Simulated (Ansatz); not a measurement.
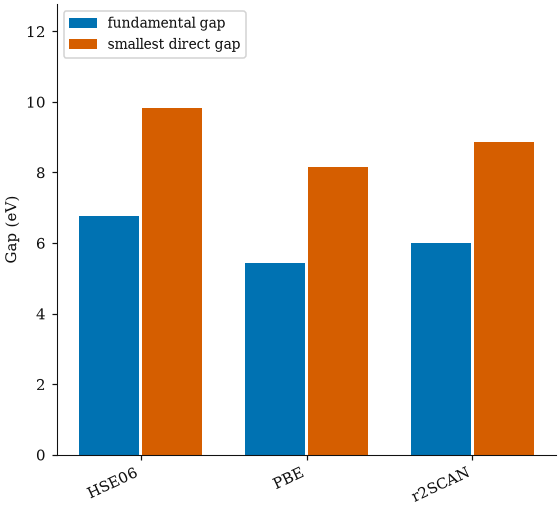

Gaps of BN, space group P6_3mc (No. 186), 4 atoms in the cell, uniaxial (z) strain −5.2%, at several levels of theory on one cell (Ansatz, plane waves and PAW; edges over the mesh and the special points).

Question: How does the gap depend on the level, and does its kind change?

Answer: In rising order: PBE 5.44 eV, r2SCAN 6.01 eV and HSE06 6.77 eV. It is indirect at every level.
